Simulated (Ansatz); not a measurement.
System: PbSe.

Input

```
crystal:
  lattice:
    - [12.2988173383, 0.0, 0.0]
    - [0.0, 4.3321113901, 0.0]
    - [0.0, 0.0, 4.3331880565]
  atoms:
    - { symbol: Pb, position: [0.8750081447, 0.75, 0.750359661] }
    - { symbol: Pb, position: [0.3750081447, 0.75, 0.749640339] }
    - { symbol: Pb, position: [0.1249918553, 0.25, 0.249640339] }
    - { symbol: Pb, position: [0.6249918553, 0.25, 0.250359661] }
    - { symbol: Se, position: [0.6250492794, 0.75, 0.7501593421] }
    - { symbol: Se, position: [0.1250492794, 0.75, 0.7498406579] }
    - { symbol: Se, position: [0.3749507206, 0.25, 0.2498406579] }
    - { symbol: Se, position: [0.8749507206, 0.25, 0.2501593421] }
basis:
  ecutwfc: 420
kpoints:
  mp_grid: { grid: [4, 8, 8] }
hamiltonian:
  xc: pbe
  dispersion: d3bj
scf:
  occupations: { method: gaussian, width: 0.02 }
output:
  forces: true
  stress: true
  eigenvalues: true
  write_density: true
  write_potential: true
  elf: true
  volumetric_format: npy
relax:
  adjacent_minimum: "off"
  f_tol: 0.02
  max_steps: 70
  cell: { stress_tol: 0.1 }
```

Launched as:

```sh
ansatz run input.yaml --threads 2 --pin off --max-ram 5120MiB --backend cpu --events-out ev --progress --plain --runs-dir out
```

The fields are those of the relaxed geometry.

Space group Fm-3m; a structure from a database of computed crystals, not necessarily the ambient phase.

The calculation used Ansatz, DFT PBE+D3(BJ), scalar-relativistic, plane waves, PAW.

> What can the converged valence pseudo-density and electron localisation function tell about the bonding?

Pb–Se (3.07 Å): ρ is about 0.21 e/Å³ halfway; the ELF is about 0.30 at the midpoint.

> Does the calculation give a band gap?

It is gapped, with a Kohn–Sham gap of 0.31 eV on the k-point mesh, an upper bound to the gap of this method.

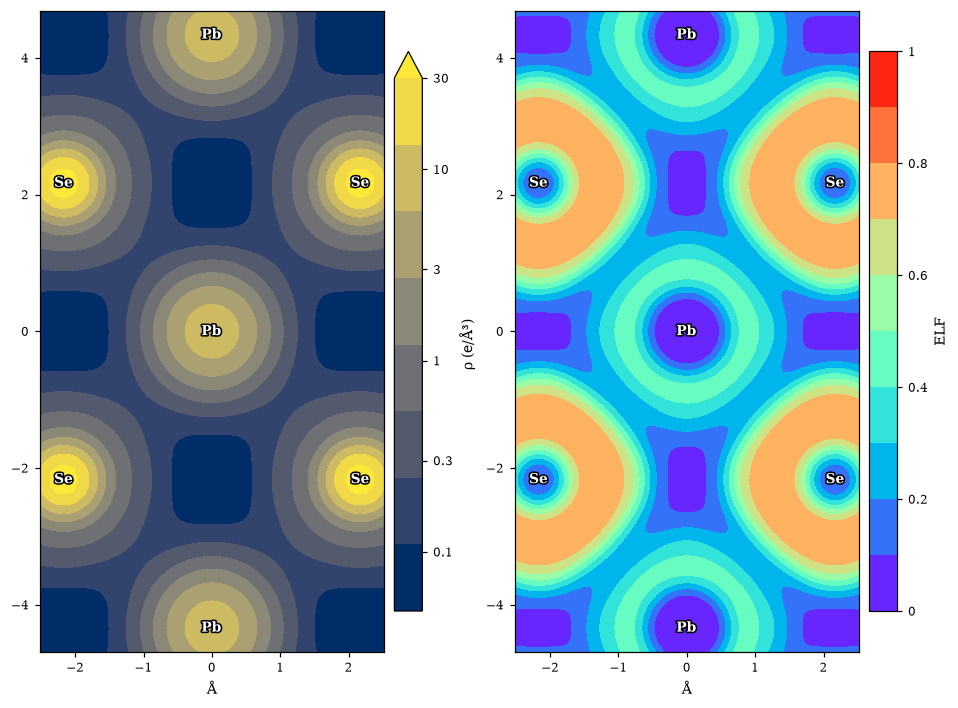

Computed valence pseudo-density and electron localisation function on the (100) plane of the calculation cell, in this order. 
